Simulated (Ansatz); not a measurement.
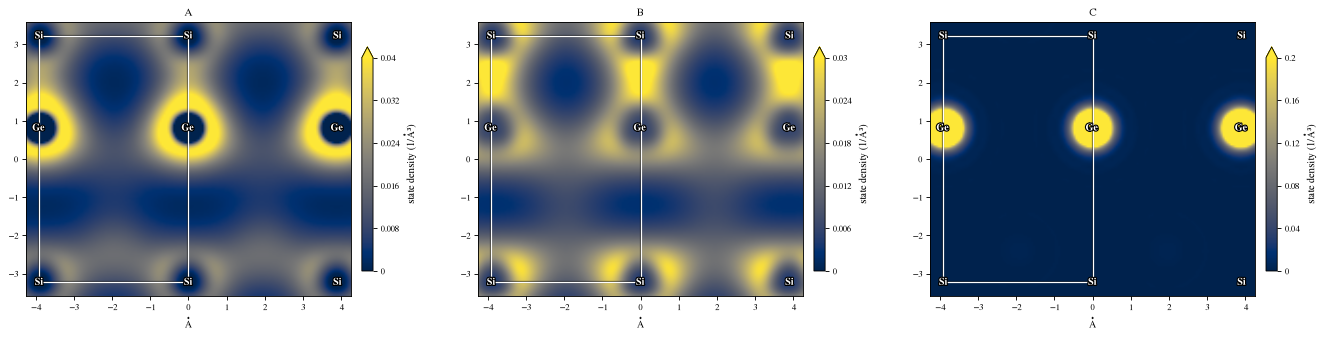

SiGe: densities of the states in three energy windows, on the (100) plane of the conventional cell.

Space group P6_3mc. The cell comes from a database of computed structures, not from a measurement.

Computed with DFT r2SCAN, scalar-relativistic, plane waves, PAW in Ansatz.

In a PAW calculation such maps are meaningful between the atoms, not at the nuclei.

The windows, about the valence-band maximum, are −25.18 to −25.07 eV, −13.2 to −9.2 eV and −8.5 to 0.0 eV. Which panel shows which?

Panel A: −13.2 to −9.2 eV, a separate group of bands, mainly Ge 4s (45 %), Si 3s (25 %) and Si 3p (20 %).
Panel B: −8.5 to 0.0 eV, the whole upper valence band, mainly Ge 4p (45 %), Si 3p (40 %) and Si 3s (10 %).
Panel C: −25.18 to −25.07 eV, a separate group of bands (semicore or deep states), mainly Ge 3d (over 95 %).
The characters are Löwdin shares on a minimal set of atomic orbitals.
